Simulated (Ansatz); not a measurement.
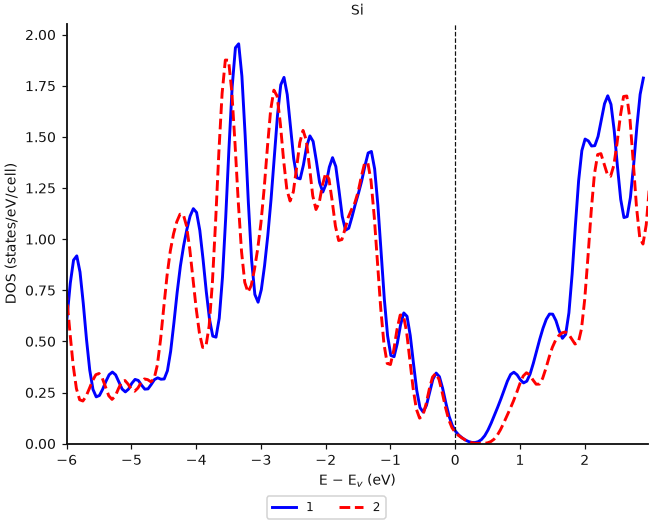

Total densities of states of Si, space group Fd-3m, 2 atoms in the cell, diamond type, by two methods on the same cell. The curves are built from the levels of the k mesh with Gaussians 0.3 eV wide, which also blur the band edges. Each is counted from its own valence-band top.

> Which curve is which? The methods: r2SCAN, PBE.

1 is PBE; 2 is r2SCAN. PBE gives a gap of 0.58 eV and r2SCAN gives a gap of 0.81 eV.

Settings. PBE: DFT, PBE, plane waves, PAW, no spin polarisation, 8×8×8 k mesh, 420 eV cutoff (Ansatz). r2SCAN: DFT, r2SCAN, plane waves, PAW, no spin polarisation, 8×8×8 k mesh, 500 eV cutoff (Ansatz).
